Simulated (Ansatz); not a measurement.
# Si₂N: what the fields show

Input

```
crystal:
  lattice:
    - [4.2001186323, 0.0, 0.0]
    - [0.0, 4.2001186323, 0.0]
    - [0.0, 0.0, 4.2001186323]
  atoms:
    - { symbol: Si, position: [0.25, 0.25, 0.25] }
    - { symbol: Si, position: [0.25, 0.75, 0.75] }
    - { symbol: Si, position: [0.75, 0.75, 0.25] }
    - { symbol: Si, position: [0.75, 0.25, 0.75] }
    - { symbol: "N", position: [0.0, 0.0, 0.0] }
    - { symbol: "N", position: [0.5, 0.5, 0.5] }
basis:
  ecutwfc: 420
kpoints:
  mp_grid: { grid: [10, 10, 10] }
hamiltonian:
  xc: pbe
scf:
  occupations: { method: gaussian, width: 0.1 }
output:
  forces: true
  stress: true
  eigenvalues: true
  write_density: true
  write_potential: true
  elf: true
  volumetric_format: npy
relax:
  adjacent_minimum: "off"
  f_tol: 0.01
  max_steps: 80
  cell: { stress_tol: 0.05 }
```

Command:

```sh
ansatz run input.yaml --threads 1 --pin off --max-ram 2560MiB --backend cpu --events-out ev --progress --plain --runs-dir out
```

Below, planes, directions and counts refer to the conventional cell (a = 4.20 Å, b = 4.20 Å, c = 4.20 Å, α = 90.00°, β = 90.00°, γ = 90.00°).

The fields are those of the relaxed geometry.

Space group Pn-3m; started from the cuprite_224 prototype, which need not be the ambient phase.

These are results of DFT PBE, scalar-relativistic, plane waves, PAW (Ansatz 0.2.0), not measurements.

Core electrons are frozen (PAW), and the valence fields are smoothed inside the atomic spheres.

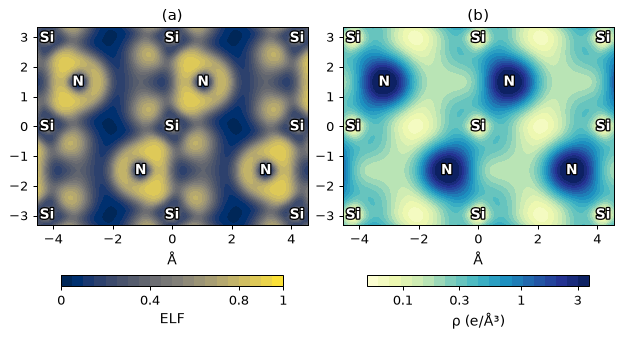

Figure 1. (a) ELF; (b) valence charge density (pseudo) on the (101) plane of the conventional cell.

> What do the fields say about this system?

- Atoms in the plane: Si and N.
- Si–N (1.82 Å): the density is about 0.92 e/Å³ at the midpoint; the ELF peaks at about 0.90 between the atoms.
- Between the atoms the lowest density in this plane is 0.07 e/Å³.

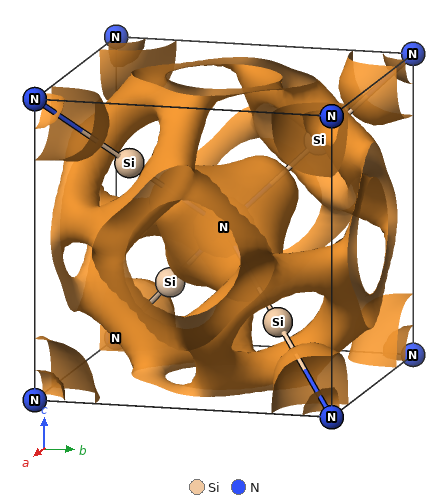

Figure 2. Isosurface of the electron localisation function at 0.65 (orange), seen slightly off an axis. Only the valence region is drawn (cores and ρ < 0.01 e/Å³ removed). Sticks mark near contacts.

> Where are the electrons localised?

The ELF exceeds this value in two regions on N in which the atom's valence shell and bonds are merged and one network that runs through the whole crystal, counted in one cell of 6 atoms. Regions shared between cells count once.

> Metal or insulator at this level of theory?

It is gapless in this calculation (a metal or semimetal).
